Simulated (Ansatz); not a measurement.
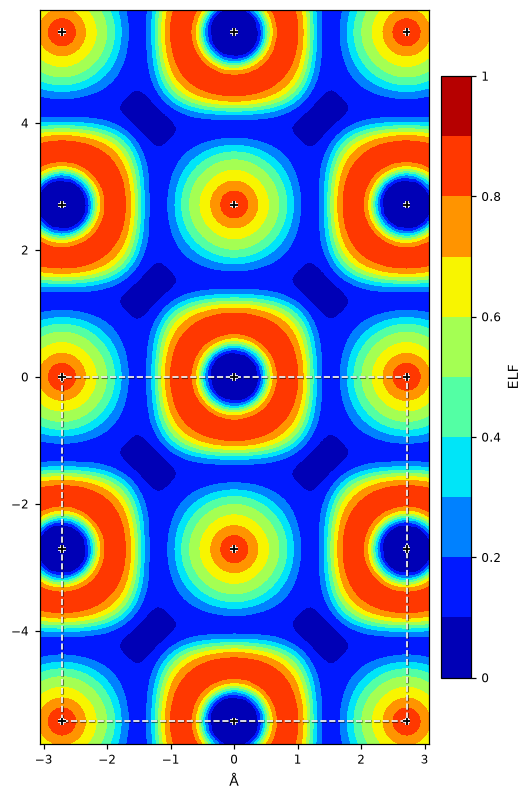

The electron localisation function on a plane through atoms (crosses mark nuclei in the plane).

All numbers below come from Ansatz 0.2.0, DFT, PBEsol, PAW with Ansatz's default frozen-core files, scalar-relativistic; relaxation of cell and atoms.

Candidates:
A. AgI, a = 4.56 Å, b = 4.56 Å, c = 7.45 Å, α = 90.00°, β = 90.00°, γ = 120.00°. Space group P6₃mc.
B. AgBr, a = 5.43 Å, b = 5.43 Å, c = 5.43 Å, α = 90.00°, β = 90.00°, γ = 90.00°. Space group Fm-3m; computed pressure about 10 GPa in this cell.
C. SnSe₂, a = 3.78 Å, b = 3.78 Å, c = 6.23 Å, α = 90.00°, β = 90.00°, γ = 120.00°. Space group P-3m1; changed on purpose from its base cell (in-plane strain -0.01, out-of-plane length and atoms relaxed by PAW).

Which system is this?

Candidate B: AgBr on the (010) plane of the conventional cell, which holds Ag and Br. Ag–Br (2.71 Å): the ELF is about 0.20 at the midpoint.
